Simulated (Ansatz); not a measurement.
Given this structure:

```xyz
2
Lattice="3.4745 0.0000 0.0000 0.0000 3.4745 0.0000 0.0000 0.0000 5.6965" Properties=species:S:1:pos:R:3 pbc="T T T"
Na    0.0000    0.0000    0.0000
Na    1.7372    1.7372    2.8483
```

Characterise the structure given above.

Answer. The element is sodium. The symmetry is that of I4/mmm (No. 139), on a body-centred tetragonal lattice. The cell holds two atoms. Each Na is bonded to twelve Na in a distorted cuboctahedral arrangement at 3.47 to 3.76 Å. The bonds build a three-dimensional framework.

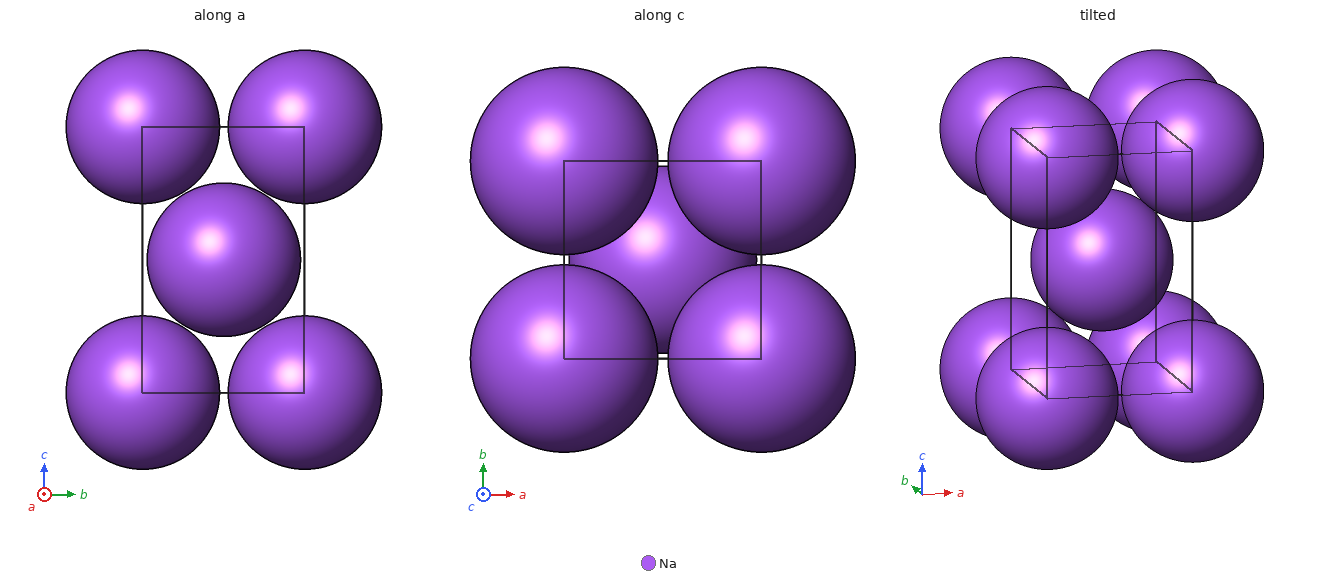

Structure drawing (space-filling), viewed along the a axis, along the c axis and slightly off an axis. One conventional unit cell is framed, with atoms on its boundary repeated. Colours: sodium purple.

It derives from a structure listed in the Materials Project. The cell was then strained or its atoms displaced on purpose. It was the input of a calculation with Ansatz.
